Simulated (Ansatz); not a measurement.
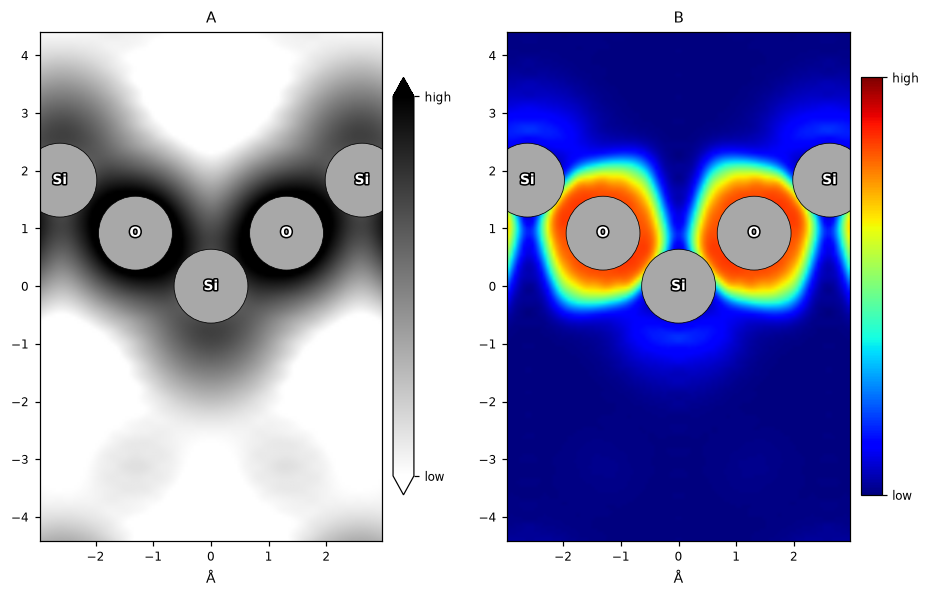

SiO2: 2 fields on the (010) plane of the conventional cell, with unlabelled colour scales. Grey discs cover the atomic cores.

Space group Pmma; a structure from a database of computed crystals, not necessarily the ambient phase.

Theory: Ansatz 0.2.0, DFT, r2SCAN, plane-wave PAW, default files, scalar-relativistic.

### The panels show electron localisation function and valence pseudo-density in some order. Assign them.

Panel A: valence pseudo-density. Panel B: electron localisation function. From the grid: Si–O (1.60 Å): the density is about 1.3 e/Å³ at the midpoint; the ELF peaks at about 0.85 between the atoms, as expected for a shared but strongly polarised pair.
